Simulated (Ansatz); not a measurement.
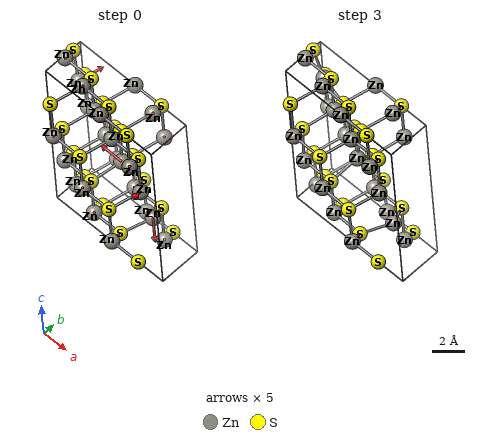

The structure of a defect cell of composition Zn₁₆S₁₅ (cell charge +2) before (left) and after (right) a relaxation, at one scale. The red arrows give the displacements, magnified 5 times.

The picture is a ball-and-stick view of the cell of the calculation (origin shifted), seen slightly off an axis.

Case: S vacancy (site d), charge +2, atoms relaxed at the host's cell.

Level of theory: DFT PBE, scalar-relativistic, plane waves, PAW (Ansatz 0.2.0).

Input
```yaml
crystal:
  lattice:
    - [-5.4423087469, -5.4423087469, 5.4423087469]
    - [5.4423087469, 5.4423087469, 5.4423087469]
    - [-5.4423087469, 5.4423087469, -5.4423087469]
  atoms:
    - { symbol: Zn, position: [0.2684628549, 0.5184628549, 0.2684628549] }
    - { symbol: Zn, position: [0.5006929164, 0.5016929646, 0.0] }
    - { symbol: Zn, position: [0.2516929646, 0.7506929164, 0.0] }
    - { symbol: Zn, position: [0.7483070354, 0.4989999518, 0.7483070354] }
    - { symbol: Zn, position: [0.4993070836, 0.7493070836, 0.7510000482] }
    - { symbol: Zn, position: [0.2489999518, -0.0016929646, 0.7483070354] }
    - { symbol: Zn, position: [0.0, 0.5016929646, 0.5006929164] }
    - { symbol: Zn, position: [0.7510000482, 0.7493070836, 0.4993070836] }
    - { symbol: Zn, position: [0.4993070836, 0.0010000482, 0.4993070836] }
    - { symbol: Zn, position: [0.2516929646, 0.25, 0.5006929164] }
    - { symbol: Zn, position: [0.0, 0.7506929164, 0.2516929646] }
    - { symbol: Zn, position: [0.7483070354, -0.0016929646, 0.2489999518] }
    - { symbol: Zn, position: [0.5006929164, 0.25, 0.2516929646] }
    - { symbol: Zn, position: [0.0, -0.0184628549, 0.0] }
    - { symbol: Zn, position: [0.7315371451, 0.25, 0.0] }
    - { symbol: Zn, position: [0.0, 0.25, 0.7315371451] }
    - { symbol: S, position: [0.2514400088, 0.25, 0.7518066986] }
    - { symbol: S, position: [0.0, 0.5014400088, 0.7518066986] }
    - { symbol: S, position: [0.5, 0.25, 0.5] }
    - { symbol: S, position: [0.2481933014, 0.4981933014, 0.4996333101] }
    - { symbol: S, position: [0.0, 0.75, 0.5] }
    - { symbol: S, position: [0.7518066986, 0.25, 0.2514400088] }
    - { symbol: S, position: [0.4996333101, 0.4981933014, 0.2481933014] }
    - { symbol: S, position: [0.2481933014, 0.7496333101, 0.2481933014] }
    - { symbol: S, position: [0.0, 0.0018066986, 0.2514400088] }
    - { symbol: S, position: [0.7518066986, 0.5014400088, 0.0] }
    - { symbol: S, position: [0.5, 0.75, 0.0] }
    - { symbol: S, position: [0.2514400088, 0.0018066986, 0.0] }
    - { symbol: S, position: [0.7485599912, 0.7503666899, 0.7485599912] }
    - { symbol: S, position: [0.5003666899, -0.0014400088, 0.7485599912] }
    - { symbol: S, position: [0.7485599912, -0.0014400088, 0.5003666899] }
  host:
    lattice:
      - [0.0, 2.7211543734, 2.7211543734]
      - [2.7211543734, 0.0, 2.7211543734]
      - [2.7211543734, 2.7211543734, 0.0]
    atoms:
      - { symbol: Zn, position: [0.0, 0.0, 0.0] }
      - { symbol: S, position: [0.25, 0.25, 0.25] }
total_charge: 2
basis:
  ecutwfc: 420
  xc_grid: 2
kpoints:
  mp_grid: { grid: [2, 2, 2], shift: [0.5, 0.5, 0.5] }
hamiltonian:
  xc: pbe
scf:
  occupations: { method: gaussian, width: 0.01 }
output:
  forces: true
  stress: false
  eigenvalues: true
  charged_corrections:
    defect_position: [0.0, 0.25, 0.0]
    epsilon: [[9.3732, 0.0, 0.0], [0.0, 9.3732, 0.0], [0.0, 0.0, 9.3732]]
  write_density: true
  write_potential: true
  elf: true
  volumetric_format: npy
relax:
  adjacent_minimum: "off"
  f_tol: 0.025
  max_steps: 45
```

Run as
```bash
ansatz run input.yaml --threads 4 --pin off --max-ram 6144MiB --backend cpu --events-out ev --progress --plain --runs-dir out
```

Describe what moved and what it gained.

Answer. Over 3 geometry steps the energy falls by 0.748 eV per cell of the calculation. The largest force component goes from 0.6 to 0.0049 eV/Å. The largest moves, 0.38 Å, are those of Zn1, Zn14, Zn15 and Zn16. Zn15 goes along −a. Largest moves by element: Zn 0.38 Å, S 0.03 Å. The lattice vectors keep their values. Some distances before and after: Zn14–S25 2.313 → 2.268 Å, Zn10–S19 2.343 → 2.313 Å. Bond angles that change, for instance: Zn3–S28–Zn14 105.1° → 96.1°, S25–Zn14–S28 113.5° → 118.9°, Zn6–S28–Zn14 111.5° → 114.3°. Cost: 47 s on 4 threads of Arm Neoverse V2 (shared host), peak memory 1.3 GiB.

Limits of the set-up: the cell is charged, on a uniform background, and energies carry no finite-size correction.
